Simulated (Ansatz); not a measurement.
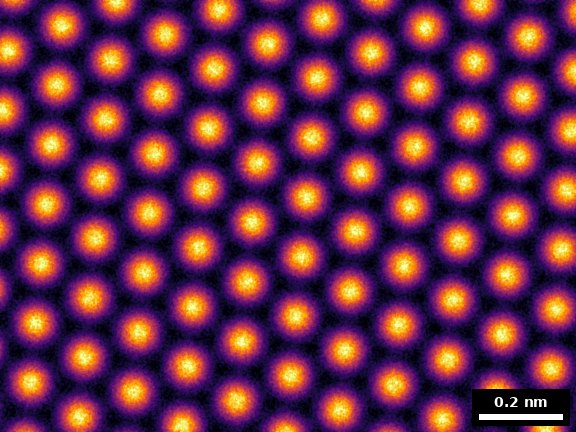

An image along [111] of one of the structures below (computed or model cells, partly hypothetical, each in its standard cell). The image is simulated as a sum over atoms of Z^1.7, blurred by a 0.87 Å probe (no channelling). The probe carries 15 % of its weight in a tail 2.5 times as wide. Shot noise was added.

A. C
Space group P6_3/mmc (No. 194). a = 1.709 Å, b = 1.709 Å, c = 13.516 Å, α = 90.00°, β = 90.00°, γ = 120.00°
```tsv
atom	site	symmetry	x	y	z
C	2a	-3m.	0.0000	0.0000	0.0000
C	2c	-6m2	0.3333	0.6667	0.2500
```

B. Ru
Space group P6/mmm (No. 191). a = 4.199 Å, b = 4.199 Å, c = 2.634 Å, α = 90.00°, β = 90.00°, γ = 120.00°
```csv
atom,site,symmetry,x,y,z
Ru,1a,6/mmm,0.0000,0.0000,0.0000
Ru,2d,-6m2,0.3333,0.6667,0.5000
```

C. C
Space group Fm-3m (No. 225). a = 3.204 Å, b = 3.204 Å, c = 3.204 Å, α = 90.00°, β = 90.00°, γ = 90.00°
```csv
atom,site,symmetry,x,y,z
C,4a,m-3m,0.0000,0.0000,0.0000
```

D. C
Space group Pm-3m (No. 221). a = 1.778 Å, b = 1.778 Å, c = 1.778 Å, α = 90.00°, β = 90.00°, γ = 90.00°
```tsv
atom	site	symmetry	x	y	z
C	1a	m-3m	0.0000	0.0000	0.0000
```

> Which structure was imaged?

D, C. Along [111] the projected cells are A 1.70 × 1.71 Å, 120°; B 2.23 × 3.80 Å, 107°; C 1.31 × 1.31 Å, 120°; D 1.45 × 1.45 Å, 120°. The image repeats as D does.

Structure D: the input geometry of a calculation; the starting structure was generated, so it need not be a known form of this composition.
